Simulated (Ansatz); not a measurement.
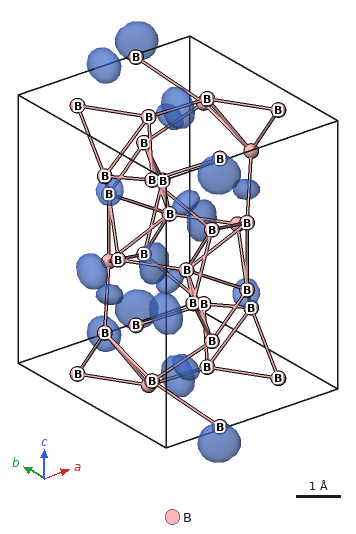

The picture shows: B. Isosurface of the electron localisation function at 0.9 (blue), seen at an oblique angle. Only the valence region is drawn (cores and ρ < 0.01 e/Å³ removed). Sticks mark near contacts.

Space group Pnnm; a structure from a database of computed crystals, not necessarily the ambient phase.

Level of theory: DFT r2SCAN, scalar-relativistic, plane waves, PAW in Ansatz 0.2.0.

In a PAW calculation such maps are meaningful between the atoms, not at the nuclei.

The calculation's input:

```
crystal:
  lattice:
    - [5.0405978582, 0.0, 0.0]
    - [0.0, 5.6081683693, 0.0]
    - [0.0, 0.0, 6.923625714]
  atoms:
    - { symbol: B, position: [0.6528536502, 0.9073764407, 0.2909945179] }
    - { symbol: B, position: [0.3471463498, 0.0926235593, 0.2909945179] }
    - { symbol: B, position: [0.1528536502, 0.5926235593, 0.2090054821] }
    - { symbol: B, position: [0.8471463498, 0.4073764407, 0.2090054821] }
    - { symbol: B, position: [0.3471463498, 0.0926235593, 0.7090054821] }
    - { symbol: B, position: [0.6528536502, 0.9073764407, 0.7090054821] }
    - { symbol: B, position: [0.8471463498, 0.4073764407, 0.7909945179] }
    - { symbol: B, position: [0.1528536502, 0.5926235593, 0.7909945179] }
    - { symbol: B, position: [0.1479223526, 0.7712170183, 0.0] }
    - { symbol: B, position: [0.8520776474, 0.2287829817, 0.0] }
    - { symbol: B, position: [0.6479223526, 0.7287829817, 0.5] }
    - { symbol: B, position: [0.3520776474, 0.2712170183, 0.5] }
    - { symbol: B, position: [0.835637235, 0.9919419226, 0.5] }
    - { symbol: B, position: [0.164362765, 0.0080580774, 0.5] }
    - { symbol: B, position: [0.335637235, 0.5080580774, 0.0] }
    - { symbol: B, position: [0.664362765, 0.4919419226, 0.0] }
    - { symbol: B, position: [0.3393965561, 0.7810920048, 0.3743360464] }
    - { symbol: B, position: [0.6606034439, 0.2189079952, 0.3743360464] }
    - { symbol: B, position: [0.8393965561, 0.7189079952, 0.1256639536] }
    - { symbol: B, position: [0.1606034439, 0.2810920048, 0.1256639536] }
    - { symbol: B, position: [0.6606034439, 0.2189079952, 0.6256639536] }
    - { symbol: B, position: [0.3393965561, 0.7810920048, 0.6256639536] }
    - { symbol: B, position: [0.1606034439, 0.2810920048, 0.8743360464] }
    - { symbol: B, position: [0.8393965561, 0.7189079952, 0.8743360464] }
    - { symbol: B, position: [0.1701487794, 0.520650484, 0.5] }
    - { symbol: B, position: [0.8298512206, 0.479349516, 0.5] }
    - { symbol: B, position: [0.6701487794, 0.979349516, 0.0] }
    - { symbol: B, position: [0.3298512206, 0.020650484, 0.0] }
basis:
  ecutwfc: 500
kpoints:
  mp_grid: { grid: [6, 6, 4] }
hamiltonian:
  xc: r2scan
scf:
  occupations: { method: gaussian, width: 0.02 }
output:
  forces: true
  stress: true
  eigenvalues: true
  write_density: true
  write_potential: true
  elf: true
  volumetric_format: npy
relax:
  adjacent_minimum: "off"
  f_tol: 0.005
  max_steps: 50
  cell: { stress_tol: 0.05 }
```

Launched as:

```sh
ansatz run input.yaml --threads 8 --pin off --max-ram 22528MiB --backend cpu --events-out ev --progress --plain --runs-dir out
```

Below, planes, directions and counts refer to the conventional cell (a = 5.03 Å, b = 5.60 Å, c = 6.94 Å, α = 90.00°, β = 90.00°, γ = 90.00°).

The fields are those of the relaxed geometry.

Where are the electrons localised?

Answer. The ELF exceeds this value in 16 regions between bonded B–B atoms (shared pairs), counted in one cell of 28 atoms. Regions shared between cells count once. Profiles from the grid: B–B (1.65 Å): the ELF peaks at about 1 between the atoms. B–B (1.72 Å): the ELF peaks at about 1 between the atoms (a covalent bond).

Metal or insulator at this level of theory?

Answer. It is gapped, with a Kohn–Sham gap of 1.7 eV on the k-point mesh (the band edges may lie off the mesh, which would make the gap smaller).
